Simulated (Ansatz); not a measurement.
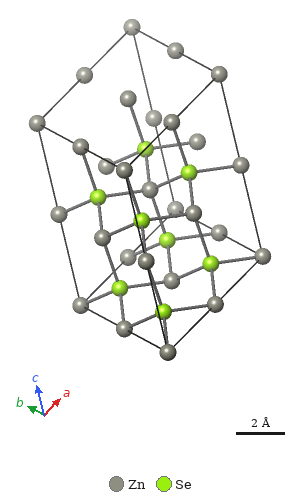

Starting frame of a dynamics run of a 16-atom cell of ZnSe (built on the zincblende type). A ball-and-stick model of the reduced simulation cell, seen slightly off an axis. Bonds to atoms that aren't drawn are left out. Lengths and directions refer to the drawn axes.

These are results of DFT, PBEsol, plane waves, PAW (Ansatz 0.2.0), not measurements.

The input:
```yaml
crystal:
  lattice:
    - [0.0, 5.664841361, 5.664841361]
    - [5.664841361, 0.0, 5.664841361]
    - [5.664841361, 5.664841361, 0.0]
  atoms:
    - { symbol: Zn, position: [0.0, 0.0, 0.0] }
    - { symbol: Se, position: [0.125, 0.125, 0.125] }
    - { symbol: Zn, position: [0.0, 0.0, 0.5] }
    - { symbol: Se, position: [0.125, 0.125, 0.625] }
    - { symbol: Zn, position: [0.0, 0.5, 0.0] }
    - { symbol: Se, position: [0.125, 0.625, 0.125] }
    - { symbol: Zn, position: [0.0, 0.5, 0.5] }
    - { symbol: Se, position: [0.125, 0.625, 0.625] }
    - { symbol: Zn, position: [0.5, 0.0, 0.0] }
    - { symbol: Se, position: [0.625, 0.125, 0.125] }
    - { symbol: Zn, position: [0.5, 0.0, 0.5] }
    - { symbol: Se, position: [0.625, 0.125, 0.625] }
    - { symbol: Zn, position: [0.5, 0.5, 0.0] }
    - { symbol: Se, position: [0.625, 0.625, 0.125] }
    - { symbol: Zn, position: [0.5, 0.5, 0.5] }
    - { symbol: Se, position: [0.625, 0.625, 0.625] }
kpoints:
  mp_grid: { grid: [2, 2, 2] }
hamiltonian:
  xc: pbesol
scf:
  occupations: { method: fermi_dirac, width: 0.052 }
md:
  ensemble: nvt_langevin
  temperature: 600
  timestep: 2.0
  n_steps: 40
  initial_velocities: maxwell_boltzmann
  seed: 7670
```

Launched with:
```bash
ansatz run input.yaml --threads 4 --pin off --max-ram 3686MiB --backend cpu --events-out ev --progress --plain --runs-dir out
```

Predict how the run goes.

Over the second half the temperature averages 428 K (spread ±48 K). The potential energy in the second half lies on average 51.5 meV per atom above the first frame. Root-mean-square distances from the starting positions over the second half, with the common drift of all atoms taken out: Zn 0.21 Å, Se 0.14 Å. The run lasts only 80 fs, too short to tell vibration from diffusion.

Along the run (each row but the first and the last is the mean over the interval that it begins):

```
time (fs)  potential energy (meV/atom)  T (K)
      0.0                          0.0    562
     10.0                         11.4    414
     20.0                         25.7    417
     30.0                         39.0    381
     40.0                         48.9    382
     50.0                         54.2    401
     60.0                         53.1    431
     70.0                         50.4    485
     80.0                         47.3    495
```

The paths of the atoms, magnified 2 times:

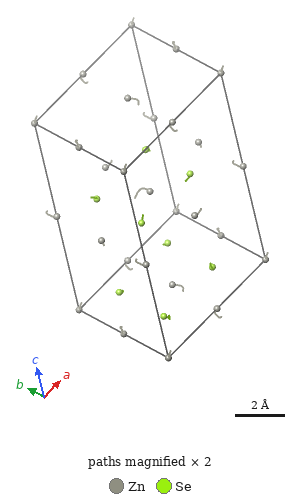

The run took 6.3 min on 4 threads of Arm Neoverse N1 (shared host), peak memory 1.6 GiB.
